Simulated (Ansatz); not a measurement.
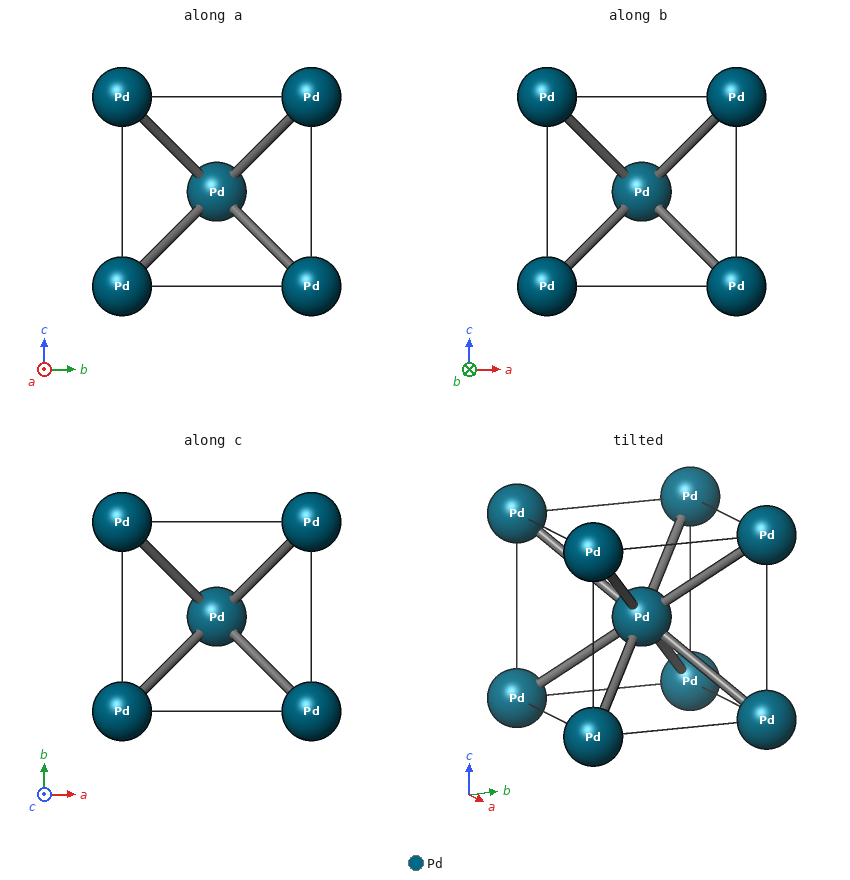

Shown here is a ball-and-stick view of the crystal, taken along the a axis, along the b axis, along the c axis and slightly off an axis. The edges of the conventional unit cell are marked.

Lattice parameters: a = 3.1116 Å, b = 3.1116 Å, c = 3.1116 Å, α = 90.000°, β = 90.000°, γ = 90.000°.

> Give the atomic positions as a CIF with its space group and independent sites.

```cif
data_structure
_symmetry_space_group_name_H-M 'I m -3 m'
_symmetry_Int_Tables_number 229
_cell_length_a 3.1116
_cell_length_b 3.1116
_cell_length_c 3.1116
_cell_angle_alpha 90.000
_cell_angle_beta 90.000
_cell_angle_gamma 90.000
_cell_volume 30.13
loop_
_atom_site_label
_atom_site_type_symbol
_atom_site_symmetry_multiplicity
_atom_site_Wyckoff_symbol
_atom_site_fract_x
_atom_site_fract_y
_atom_site_fract_z
_atom_site_occupancy
Pd1 Pd 2 a 0.0000 0.0000 0.0000 1
```

The initial geometry was a structure type filled with this element by a generator (whether the element takes this form wasn't checked). Earlier steps of the study may have refined or changed the cell and positions. It went into a calculation with Ansatz.
